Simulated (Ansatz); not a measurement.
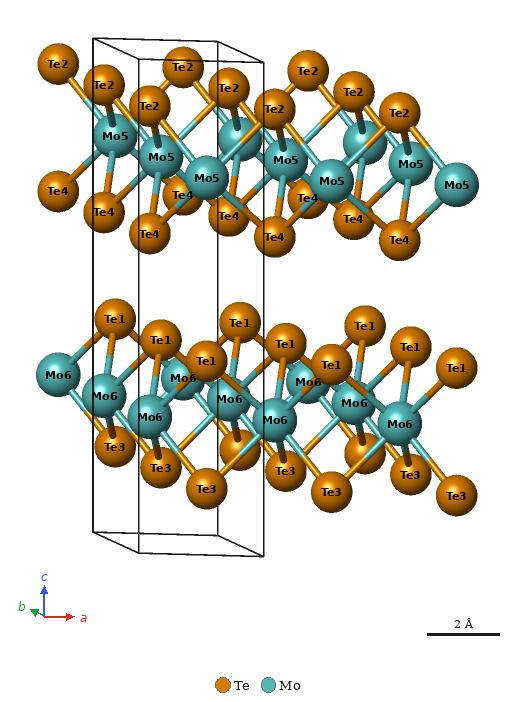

Fig. 1: The input geometry of run 1 (ball-and-stick view of the cell of the calculation, repeated 3 × 3 × 1, seen slightly off an axis; atoms are numbered from 1 in the order of the input). Near neighbours in the crystal (not all of them lie inside the picture): Te has 3 Mo at 2.72 Å; Mo has 6 Te at 2.72 Å.

# Two runs on MoTe2

System: MoTe2 (P6₃/mmc, 6 atoms in the cell).
Method of run 1: Kohn-Sham DFT of a periodic cell, PBEsol with D4, Ansatz PAW, no spin polarisation (Ansatz 0.2.0).

The structure derives from an entry of the Crystallography Open Database. Text and figures count atoms from 1; the logs count them from 0 in places.

### Input, run 1
```yaml
crystal:
  lattice:
    - [3.5182, 0.0, 0.0]
    - [-1.7591, 3.0468505756, 0.0]
    - [0.0, 0.0, 13.9736]
  atoms:
    - { symbol: Te, position: [0.6666666667, 0.3333333333, 0.379] }
    - { symbol: Te, position: [0.3333333333, 0.6666666667, 0.879] }
    - { symbol: Te, position: [0.6666666667, 0.3333333333, 0.121] }
    - { symbol: Te, position: [0.3333333333, 0.6666666667, 0.621] }
    - { symbol: Mo, position: [0.6666666667, 0.3333333333, 0.75] }
    - { symbol: Mo, position: [0.3333333333, 0.6666666667, 0.25] }
hamiltonian:
  xc: pbesol
  pseudopotentials: { kind: paw }
  dispersion: d4
kpoints:
  mp_grid: { grid: [9, 9, 2] }
scf:
  occupations: { method: fermi_dirac, width: 0.05 }
output:
  forces: true
  stress: true
relax:
  f_tol: 0.01
  max_steps: 40
  cell: { stress_tol: 0.05 }
```

Launched with:
```bash
ansatz run input.yaml --threads 2 --pin off --max-ram 5632MiB --backend cpu --events-out ev --progress --plain --runs-dir out
```

Hardware: 2 threads of Intel Xeon @ 2.50GHz (Skylake/Cascade Lake), 189 GiB of memory available, shared host.

### Output, shortened to warnings, some set-up lines, iterations and results (run 1)
```
Basis set: ecut = 420 eV, 2909 PW (Γ), exchange–correlation on 48×48×192 points (8 copies of the dense FFT grid, shifted against one another)
Symmetry: 24 space group operations
k-points: 24 of 162
Initial density: superposition of atomic densities (neutral atoms: chi_scale 0, normalization atom), corrected by the library's trained network
[...]
SCF iter   1: F=—  HF=-37404.640939 eV  |F-HF|=—  |Δ(HF+E_count)|=         —  Δρ=5.54e-3  dr2=4.10e-2  ethr=1.77e-3  ⟨swp⟩=7.7  Hψ=5271  notcnv=0
SCF iter   2: F=—  HF=-37404.641582 eV  |F-HF|=—  |Δ(HF+E_count)|=   6.42e-4  Δρ=2.93e-3  dr2=1.20e-2  ethr=4.46e-5  ⟨swp⟩=2.1  Hψ=2160  notcnv=0  defer=30
SCF iter   3: F=—  HF=-37404.641918 eV  |F-HF|=—  |Δ(HF+E_count)|=   3.37e-4  Δρ=1.75e-3  dr2=2.08e-3  ethr=1.31e-5  ⟨swp⟩=2.0  Hψ=1412  notcnv=0  defer=30
SCF iter   4: F=—  HF=-37404.642802 eV  |F-HF|=—  |Δ(HF+E_count)|=   8.84e-4  Δρ=6.77e-4  dr2=3.47e-4  ethr=2.26e-6  ⟨swp⟩=1.8  Hψ=1426  notcnv=0  defer=30
SCF iter   5: F=—  HF=-37404.642994 eV  |F-HF|=—  |Δ(HF+E_count)|=   1.92e-4  Δρ=1.30e-4  dr2=3.51e-5  ethr=3.77e-7  ⟨swp⟩=2.0  Hψ=1723  notcnv=0  defer=30
[... 52 lines ...]
SCF iter   4: F=—  HF=-37404.726705 eV  |F-HF|=—  |Δ(HF+E_count)|=   5.40e-9  Δρ=4.47e-7  dr2=1.56e-10  ethr=2.01e-11  ⟨swp⟩=2.0  Hψ=1773  notcnv=0
SCF iter   5: F=-37404.726705 eV  HF=-37404.726705 eV  |F-HF|=0.00e0  |Δ(HF+E_count)|=  1.46e-11  Δρ=8.61e-8  dr2=1.03e-11  ethr=1.00e-12  ⟨swp⟩=1.1  Hψ=1347  notcnv=0
SCF iter   6: F=-37404.726705 eV  HF=-37404.726705 eV  |F-HF|=0.00e0  |Δ(HF+E_count)|=  1.46e-11  Δρ=1.54e-8  dr2=4.85e-13  ethr=1.00e-12  ⟨swp⟩=3.5  Hψ=4200  notcnv=0
SCF 7 converged in 6 iterations: F = -37404.726705 eV  dr2 = 4.85e-13
relax step   7: F+E_penalty+E_count = -37404.72670501 eV  Δ(F+E_penalty+E_count) = +1.872e-3 eV  max|allowed force component| = 4.052e-3 eV/Å  Δτ_max = 0.0000 Å  P = -0.016 …
basis re-selected at this cell: Δ(F+E_penalty+E_count) = +1.872e-3 eV, ΔP = +0.001 GPa vs the last step (what re-selecting the basis moved, of the pressure what is left beyond the Pulay correction that the steps carried, after the strain that the cell walked since its last selection, with what the …
SCF converged after 6 iterations
Free energy (F): -37404.726705 eV
Harris-Foulkes:  -37404.726705 eV  (|F-HF|=0.00e0)
Internal energy: -37404.726519 eV  (E = F + TS)
E sigma→0 (E₀):  -37404.726612 eV
Entropy (-TS):   -0.000186 eV (-0.031 meV/atom)
Fermi energy:    13.868039 eV
--- Per-component energies (eV) ---
  E_band       = -1052.271573
  E_kinetic    = 1615.186418
  E_local      = -6719.463172  (includes V_loc(G=0)·N_el)
  E_nonlocal   = -939.000492
  E_hartree    = 3842.396991
  E_xc         = -862.682147
  E_vxc        = -879.511213  (∫ρ·V_xc dr)
  E_paw        = -24628.795677  (= ΣΔE_a)
  E_vpaw       = -1814.276567  (= ΣTr[D̂ρ^β])
  E_aug_tail   = -0.000554  (compensation charges beyond the density's cutoff)
  E_ewald      = -9712.228143
  E_disp       = -2.057602  (pairwise vdW)
  E_core_change = 1.917859  (= ΣΔE_core)
  E_smearing   = -0.000186  (= −TS)
  E_closure    = 0.000000  (closes the sum)
  Σ components = -37404.726705   (vs F -37404.726705, Δ=0.00e0)
--- Forces (eV/Å), atoms counted from 1 ---
  atom   1  Te    -0.00000000    -0.00000000    -0.00405174
  atom   2  Te     0.00000000     0.00000000    -0.00405174
  atom   3  Te    -0.00000000    -0.00000000     0.00405174
  atom   4  Te    -0.00000000     0.00000000     0.00405174
  atom   5  Mo     0.00000000    -0.00000000     0.00000000
  atom   6  Mo     0.00000000     0.00000000     0.00000000
  max |Σ_I F_I| component: 6.94e-18 eV/Å
--- Stress (GPa, compression-positive) ---
       -0.003058      -0.000000       0.000000
       -0.000000      -0.003058       0.000000
        0.000000       0.000000      -0.042683
  P = ⅓ Tr σ = -0.0163 GPa (-0.163 kbar)
--- Relaxed structure (6 steps of the walk, 5 accepted, 1 SCFs on fresh bases) ---
  F+E_penalty+E_count = -37404.72670501 eV   max|allowed force component| = 4.052e-3 eV/Å   (the final SCF, on the basis selected at the relaxed cell)
  cell:  # Å, volume = 140.4552 Å³
    - [3.460295677555057, 1.7011388019571998e-34, 0.0]
    - [-1.7301478387775284, 2.996703961368165, 0.0]
[...]
```

Run 2 used a changed input.

### The two runs side by side

| quantity | run 1 | run 2 |
| --- | --- | --- |
| outcome | converged | converged |
| free energy per atom (eV) | −6234.1211 | −6234.3313 |
| pressure (GPa) | −0.02 | 0.00 |
| volume per atom (Å³) | 23.41 | 22.70 |
| largest force (eV/Å) | 0.004 | 0.000 |
| SCF iterations | 48 | 44 |
| irreducible k-points | 24 | 24 |
| wall time (shared host) | 60 s | 56 s |

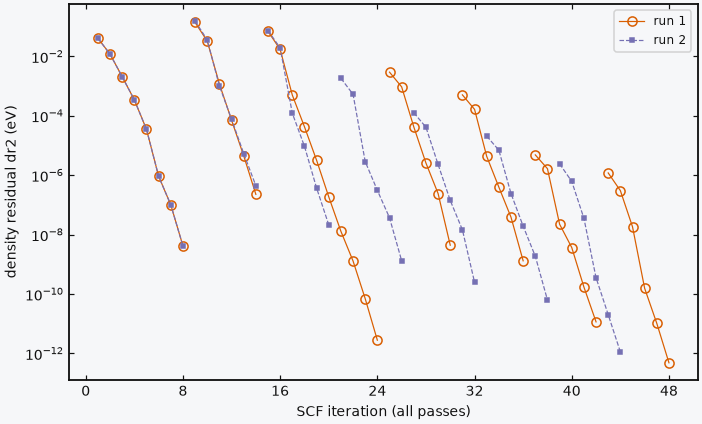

Fig. 2: Convergence of the two runs: density residual dr2 against the SCF iteration. A break in a curve parts two SCF passes. Run 1 takes 48 iterations in all, and run 2 takes 44.

What was changed in the input?

The change (lines with − go, lines with + come):
```diff
-  dispersion: d4
+  dispersion: d3bj
```

The total energies belong to different models, so their difference says nothing on which is more stable or more accurate. The volume per atom goes from 23.41 to 22.70 Å³. The SCF takes 44 iterations over all geometry steps against 48.

### Output, shortened to warnings, some set-up lines, iterations and results (run 2)
```
Basis set: ecut = 420 eV, 2909 PW (Γ), exchange–correlation on 48×48×192 points (8 copies of the dense FFT grid, shifted against one another)
Symmetry: 24 space group operations
k-points: 24 of 162
Initial density: superposition of atomic densities (neutral atoms: chi_scale 0, normalization atom), corrected by the library's trained network
[...]
SCF iter   1: F=—  HF=-37405.786829 eV  |F-HF|=—  |Δ(HF+E_count)|=         —  Δρ=5.54e-3  dr2=4.10e-2  ethr=1.77e-3  ⟨swp⟩=7.7  Hψ=5271  notcnv=0
SCF iter   2: F=—  HF=-37405.787471 eV  |F-HF|=—  |Δ(HF+E_count)|=   6.42e-4  Δρ=2.93e-3  dr2=1.20e-2  ethr=4.46e-5  ⟨swp⟩=2.1  Hψ=2160  notcnv=0  defer=30
SCF iter   3: F=—  HF=-37405.787808 eV  |F-HF|=—  |Δ(HF+E_count)|=   3.37e-4  Δρ=1.75e-3  dr2=2.08e-3  ethr=1.31e-5  ⟨swp⟩=2.0  Hψ=1412  notcnv=0  defer=30
SCF iter   4: F=—  HF=-37405.788692 eV  |F-HF|=—  |Δ(HF+E_count)|=   8.84e-4  Δρ=6.77e-4  dr2=3.47e-4  ethr=2.26e-6  ⟨swp⟩=1.8  Hψ=1426  notcnv=0  defer=30
SCF iter   5: F=—  HF=-37405.788884 eV  |F-HF|=—  |Δ(HF+E_count)|=   1.92e-4  Δρ=1.30e-4  dr2=3.51e-5  ethr=3.77e-7  ⟨swp⟩=2.0  Hψ=1723  notcnv=0  defer=30
[... 48 lines ...]
SCF iter   4: F=—  HF=-37405.987578 eV  |F-HF|=—  |Δ(HF+E_count)|=   1.14e-8  Δρ=6.74e-7  dr2=3.55e-10  ethr=3.89e-11  ⟨swp⟩=2.0  Hψ=1774  notcnv=0
SCF iter   5: F=-37405.987578 eV  HF=-37405.987578 eV  |F-HF|=7.28e-12  |Δ(HF+E_count)|=  1.31e-10  Δρ=1.20e-7  dr2=2.03e-11  ethr=1.00e-12  ⟨swp⟩=2.5  Hψ=2226  notcnv=0
SCF iter   6: F=-37405.987578 eV  HF=-37405.987578 eV  |F-HF|=7.28e-12  |Δ(HF+E_count)|=  7.28e-12  Δρ=2.19e-8  dr2=1.13e-12  ethr=1.00e-12  ⟨swp⟩=3.1  Hψ=4243  notcnv=0
SCF 7 converged in 6 iterations: F = -37405.987578 eV  dr2 = 1.13e-12
relax step   7: F+E_penalty+E_count = -37405.98757777 eV  Δ(F+E_penalty+E_count) = +2.690e-3 eV  max|allowed force component| = 2.880e-4 eV/Å  Δτ_max = 0.0000 Å  P = -0.001 …
basis re-selected at this cell: Δ(F+E_penalty+E_count) = +2.690e-3 eV, ΔP = -0.001 GPa vs the last step (what re-selecting the basis moved, of the pressure what is left beyond the Pulay correction that the steps carried, after the strain that the cell walked since its last selection, with what the …
SCF converged after 6 iterations
Free energy (F): -37405.987578 eV
Harris-Foulkes:  -37405.987578 eV  (|F-HF|=7.28e-12)
Internal energy: -37405.986984 eV  (E = F + TS)
E sigma→0 (E₀):  -37405.987281 eV
Entropy (-TS):   -0.000593 eV (-0.099 meV/atom)
Fermi energy:    14.479940 eV
--- Per-component energies (eV) ---
  E_band       = -1001.692740
  E_kinetic    = 1617.759211
  E_local      = -6401.881873  (includes V_loc(G=0)·N_el)
  E_nonlocal   = -938.836321
  E_hartree    = 3708.395207
  E_xc         = -863.931758
  E_vxc        = -881.164795  (∫ρ·V_xc dr)
  E_paw        = -24628.899574  (= ΣΔE_a)
  E_vpaw       = -1814.358737  (= ΣTr[D̂ρ^β])
  E_aug_tail   = -0.000675  (compensation charges beyond the density's cutoff)
  E_ewald      = -9897.106326
  E_disp       = -3.402736  (pairwise vdW)
  E_core_change = 1.917859  (= ΣΔE_core)
  E_smearing   = -0.000593  (= −TS)
  E_closure    = 0.000000  (closes the sum)
  Σ components = -37405.987578   (vs F -37405.987578, Δ=0.00e0)
--- Forces (eV/Å), atoms counted from 1 ---
  atom   1  Te    -0.00000000     0.00000000     0.00028795
  atom   2  Te     0.00000000    -0.00000000     0.00028795
  atom   3  Te    -0.00000000     0.00000000    -0.00028795
  atom   4  Te     0.00000000    -0.00000000    -0.00028795
  atom   5  Mo     0.00000000     0.00000000     0.00000000
  atom   6  Mo     0.00000000    -0.00000000     0.00000000
  max |Σ_I F_I| component: 4.63e-18 eV/Å
--- Stress (GPa, compression-positive) ---
       -0.002075       0.000000       0.000000
        0.000000      -0.002075       0.000000
        0.000000       0.000000       0.001100
  P = ⅓ Tr σ = -0.0010 GPa (-0.010 kbar)
--- Relaxed structure (6 steps of the walk, 6 accepted, 1 SCFs on fresh bases) ---
[...]
```
